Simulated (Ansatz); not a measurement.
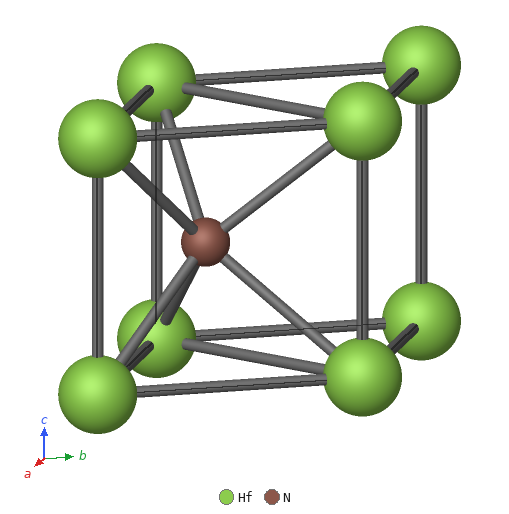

We look at a ball-and-stick model of the crystal slightly off an axis. The conventional unit cell is drawn as a box.

HfN, tungsten carbide (WC) type, space group P-6m2 (No. 187), a = 3.099 Å, b = 3.099 Å, c = 2.913 Å, α = 90.00°, β = 90.00°, γ = 120.00°. The starting point was a structure type filled with these elements by a generator (whether the compound takes this form wasn't checked). Earlier steps of the study, as a rule a relaxation of our own, may have changed the cell and positions, so they can lie some per cent off the listed ones. It went into a calculation with Ansatz.

This one geometry was computed with Ansatz (DFT, plane waves, PAW) at four levels of theory: PBE with spin-orbit coupling, PBEsol, LDA and r2SCAN.

> Which level gives the highest pressure at this volume, and what does that say about its equilibrium volume?

Highest: PBE with spin-orbit coupling (-0.4 GPa), which points to the largest equilibrium volume. Lowest, with the smallest volume: LDA (-13.8 GPa). Levels within 0.5 GPa of each other can't be told apart.

> How does the band gap change with the level of theory?

All levels give a metal.

> Collect the results in a table.

| level | cutoff (eV) | k-mesh of the run's cell | gap (eV) | pressure (GPa) |
| --- | --- | --- | --- | --- |
| PBE with spin-orbit coupling | 420 | 14×14×12 | metal | -0.4 |
| PBEsol | 420 | 14×14×12 | metal | -7.8 |
| LDA | 420 | 14×14×12 | metal | -13.8 |
| r2SCAN | 500 | 14×14×12 | metal | -4.0 |

Gaps are taken on the k-mesh or band path of each run.
